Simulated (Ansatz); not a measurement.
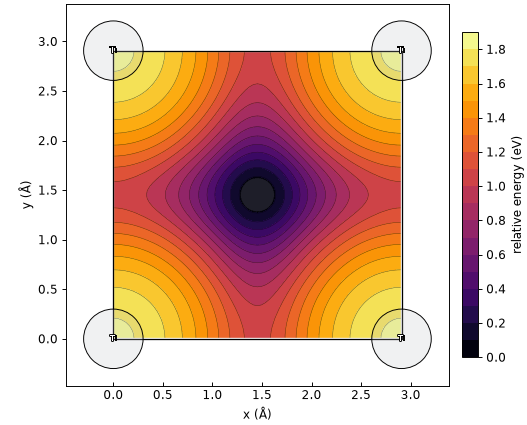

S on a Ti(100) slab cut from the Fm-3m phase, its upper half relaxed before the scan (12 atoms of substrate and one adsorbate in a 2 × 2 cell). S is moved over the surface cell; relaxed at each place: the height of the adsorbate's atoms; substrate rigid; the origin of the map has the adsorbate above Ti9. Places are given modulo a cell vector. The map is drawn in real space over the plane of the surface. The scan uses a 6 × 6 grid; 10 points were computed and 26 follow by symmetry. Places are given in fractions of the 1 × 1 surface cell. Energies are in eV, from the lowest grid point. The calculation used DFT PBE, scalar-relativistic, plane waves, PAW (Ansatz 0.2.0). Settings: cutoff 420 eV, k-mesh 5×5×1, gaussian smearing 0.1 eV, no spin polarisation.

In the figure: filled contours, labelled circles for the atoms of the top layer and small ones for the second layer, the outline of one cell of the plane. Between grid points the surface is interpolated.

The lowest grid point is at a fourfold hollow over a second-layer Ti atom, (3/6, 3/6) of the cell vectors. It is the only kind of minimum in the scanned range. The highest grid point, the top site over a surface Ti atom, (0/6, 0/6) of the cell vectors, lies 1.82 eV above the lowest. On the interpolated surface the easiest way out of the lowest well to its copy in the next cell or period passes a barrier of about 1.1 eV. At the lowest point the adsorbate has 4 Ti at 2.46 Å as nearest neighbours, at the highest 1 Ti at 2.18 Å. Its relaxed height above the top atom is 1.36 Å at the lowest and 2.18 Å at the highest point.

S is replaced by O; all else is set up alike. The runs have no spin polarisation; a magnetic state may lie lower.

### How does the landscape change?

The lowest place stays at a fourfold hollow over a second-layer Ti atom, (3/6, 3/6) of the cell vectors. The span from the lowest to the highest grid point grows from 1.82 to 2.67 eV. The easiest pass out of the lowest well goes from about 1.1 to about 1.5 eV on the interpolated surfaces. In the new map: at the lowest point the adsorbate has 4 Ti at 2.09 Å as nearest neighbours, at the highest 1 Ti at 1.69 Å. Its relaxed height above the top atom is 0.39 Å at the lowest and 1.69 Å at the highest point.

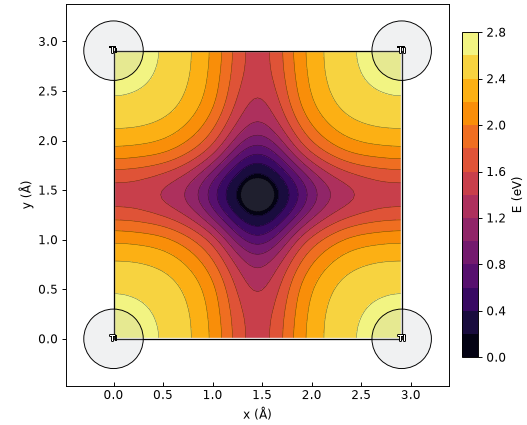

The map after the change, on a colour scale of its own. In the figure: filled contours, labelled circles for the atoms of the top layer and small ones for the second layer, the outline of one cell of the plane. Between grid points the surface is interpolated.

PAW datasets: the set soft_1.
